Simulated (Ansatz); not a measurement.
Input

```
crystal:
  lattice:
    - [0.0, 2.0854598384, 1.626658674]
    - [2.0854598384, 0.0, 1.626658674]
    - [2.0854598384, 2.0854598384, 0.0]
  atoms:
    - { symbol: Ir, position: [0.0, 0.0, 0.0] }
basis:
  ecutwfc: 500
kpoints:
  mp_grid: { grid: [24, 24, 24] }
hamiltonian:
  xc: r2scan
scf:
  occupations: { method: gaussian, width: 0.15 }
output:
  forces: true
  stress: true
  eigenvalues: true
  write_density: true
  write_potential: true
  elf: true
  volumetric_format: npy
```

Launched as:

```sh
ansatz run input.yaml --threads 1 --pin off --max-ram 2560MiB --backend cpu --events-out ev --progress --plain --runs-dir out
```

Below, planes, directions and counts refer to the conventional cell (a = 2.95 Å, b = 2.95 Å, c = 3.25 Å, α = 90.00°, β = 90.00°, γ = 90.00°).

Space group I4/mmm; computed pressure about 11 GPa in this cell; computed without spin polarisation.

Computed with DFT r2SCAN, scalar-relativistic, plane waves, PAW in Ansatz.

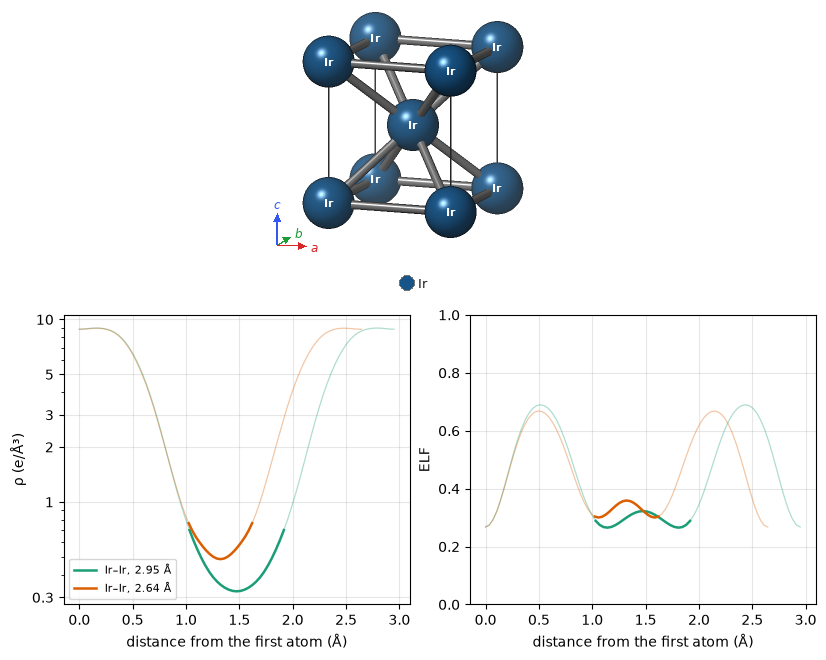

Ir. Valence charge density (pseudo) and electron localisation function along straight lines between neighbouring atoms. Thin, pale parts lie inside the atomic spheres. The structure is drawn too.

In a PAW calculation such maps are meaningful between the atoms, not at the nuclei.

What can be read from the curves?

Answer. Ir–Ir (2.95 Å): ρ at the midpoint is about 0.32 e/Å³; the ELF is about 0.30 at the midpoint: no shared electron pair shows on this line.
Ir–Ir (2.64 Å): the density is about 0.49 e/Å³ at the midpoint; the ELF is about 0.35 at the midpoint.
